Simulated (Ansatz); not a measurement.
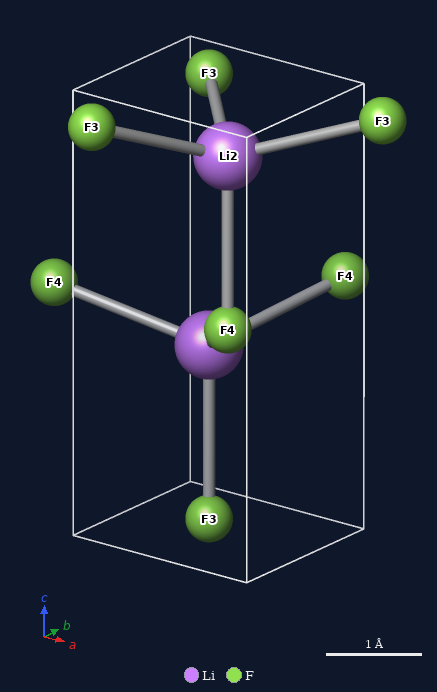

The starting point is crystalline LiF (built on the database structure type) at its r2SCAN-relaxed geometry. The picture is a ball-and-stick view of the cell of the calculation, seen slightly off an axis.

The calculation used DFT, HSE06, plane waves, PAW (Ansatz). Settings: plane-wave cutoff 420 eV; k-point mesh 6 × 6 × 4; occupations fixed; no spin polarisation.

The variant: All lengths are scaled by −3.3 % (volume −9.7 %). The atoms were relaxed with r2SCAN under that strain, and this is a single point on that geometry.

Input
```yaml
crystal:
  lattice:
    - [2.978144806, 0.0, 0.0]
    - [-1.489072403, 2.5791490581, 0.0]
    - [0.0, 0.0, 4.6254070421]
  atoms:
    - { symbol: Li, position: [0.3333333333, 0.6666666667, 0.3830181498] }
    - { symbol: Li, position: [0.6666666667, 0.3333333333, 0.8830181498] }
    - { symbol: F, position: [0.3333333333, 0.6666666667, 0.9919798502] }
    - { symbol: F, position: [0.6666666667, 0.3333333333, 0.4919798502] }
kpoints:
  mp_grid: { grid: [6, 6, 4] }
  band_path:
    path:
      - [0.0, 0.0, 0.0]
      - [0.5, 0.0, 0.0]
      - [0.3333333333, 0.3333333333, 0.0]
      - [0.0, 0.0, 0.5]
      - [0.5, 0.0, 0.5]
      - [0.3333333333, 0.3333333333, 0.5]
    npoints: 1
hamiltonian:
  xc: hse06
scf:
  occupations: { method: fixed }
  n_extra_bands: 5
output:
  forces: true
  stress: true
  eigenvalues: true
```

Launched with:
```bash
ansatz run input.yaml --threads 4 --pin off --max-ram 4608MiB --backend cpu --events-out ev --progress --plain --runs-dir out
```

**Predict the response.**

It costs 25.8 meV per atom. Pressure: 0.9 GPa before, 8.4 GPa after. The principal stresses (compression positive) are 8.0 GPa along c and 8.7 GPa across it. The forces stay under 0.01 eV/Å. Near-neighbour distances before and after: F–Li 1.858 → 1.792 to 1.809 Å. The space group stays P6_3mc (No. 186).

The changed structure in the same view:

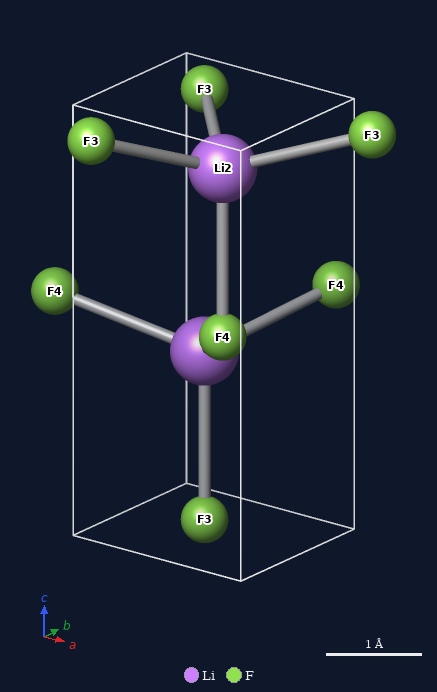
